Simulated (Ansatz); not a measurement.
The Ansatz input:

```
crystal:
  lattice:
    - [2.7737808612, 0.0, 0.0]
    - [0.0, 2.7737808612, 0.0]
    - [0.0, 0.0, 7.5918631096]
  atoms:
    - { symbol: Al, position: [0.0, 0.0, 0.5] }
    - { symbol: Al, position: [0.5, 0.5, 0.2226430006] }
    - { symbol: Al, position: [0.5, 0.5, 0.7773569994] }
    - { symbol: Cu, position: [0.0, 0.0, 0.0] }
basis:
  ecutwfc: 500
kpoints:
  mp_grid: { grid: [16, 16, 6] }
  band_path:
    path:
      - [[0.0, 0.0, 0.0], [0.0, 0.5, 0.0], [0.5, 0.5, 0.0], [0.0, 0.0, 0.0], [0.0, 0.0, 0.5], [0.0, 0.5, 0.5], [0.5, 0.5, 0.5], [0.0, 0.0, 0.5]]
      - [[0.0, 0.5, 0.0], [0.0, 0.5, 0.5]]
      - [[0.5, 0.5, 0.0], [0.5, 0.5, 0.5]]
    npoints: 14
hamiltonian:
  xc: r2scan
scf:
  occupations: { method: gaussian, width: 0.1 }
  n_extra_bands: 10
output:
  forces: true
  stress: true
  eigenvalues: true
  populations: true
  dos: { projected: true, de: 0.02, nscf_kmesh: { grid: [24, 24, 9] } }
  bader: true
  write_density: true
  write_potential: true
  elf: true
  volumetric_format: npy
```

Launched with:
```bash
ansatz run input.yaml --threads 1 --pin off --max-ram 2560MiB --backend cpu --events-out ev --progress --plain --runs-dir out
```

Predict the main features of the band structure and density of states. The path is Γ–X–M–Γ–Z–R–A–Z|X–R|M–A.

A metal: 3 bands cross the Fermi level along this path. At A the nearest levels lie 0.54 eV below and 0.60 eV above the Fermi level. The density of states at the Fermi level is about 1.2 per eV and cell (mean within 0.25 eV), or 0.3 per atom. By projected weight, the states within 0.3 eV of the Fermi level are Al 3p (65 %) and Al 3s (25 %).

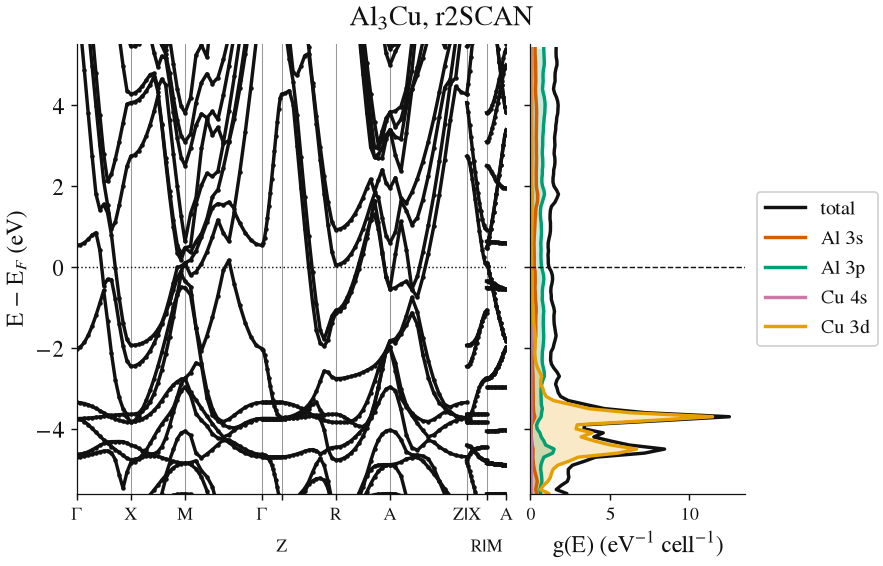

Band structure and density of states. Energies are counted from the Fermi level. The partial curves are projected on Löwdin-orthogonalised atomic shells.
